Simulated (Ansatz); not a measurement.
```
CELL_PARAMETERS angstrom
3.90562 0.00000 0.00000
-1.95281 3.38236 0.00000
0.00000 0.00000 2.39219
ATOMIC_POSITIONS crystal
Co 0.00000 0.00000 0.00000
Co 0.33333 0.66667 0.50000
Co 0.66667 0.33333 0.50000
```

Space group P6/mmm; set up as Co, omega (AlB2-type); a generated structure, not necessarily the stable one; changed on purpose from its base cell (volume × 1.04); computed pressure about −10 GPa in this cell; computed without spin polarisation.

Method: DFT, PBEsol, plane waves (420 eV) with PAW, scalar-relativistic in Ansatz.

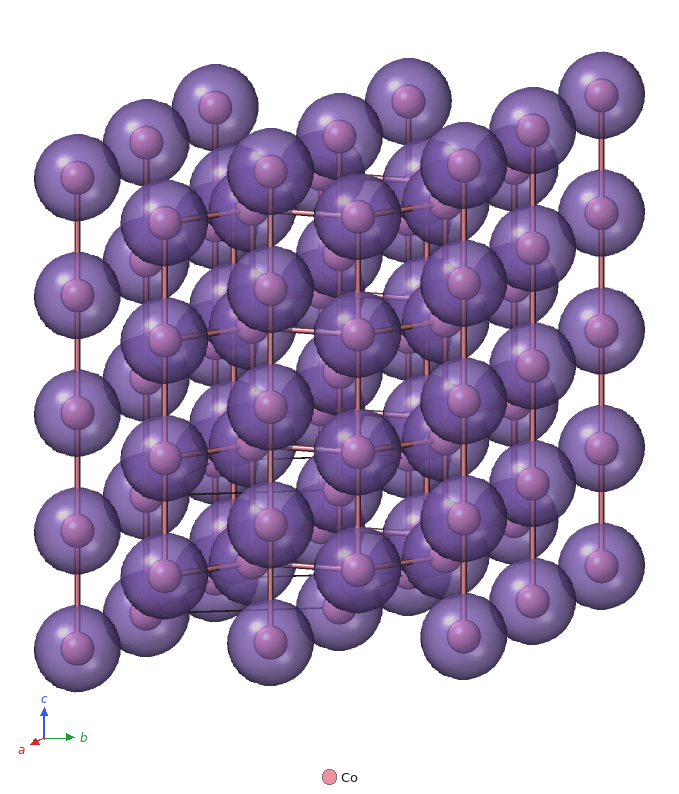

Co. Isosurface of the valence pseudo-density at 0.8 e/Å³ (purple), seen slightly off an axis. Sticks mark near contacts.

**How is the density connected at this value?**

At this value the density breaks into separate islands; it holds about 85 % of the electrons treated as valence (semicore included). It bridges none of the near contacts. It is pinched off along the shortest Co–Co (2.25 Å) and Co–Co (2.39 Å) contacts. On the grid the lowest density along these lines, outside the cores, is 0.51 e/Å³ (Co–Co, 2.25 Å) and 0.36 e/Å³ (Co–Co, 2.39 Å).

**Metal or insulator at this level of theory?**

It is gapless in this calculation (a metal or semimetal).
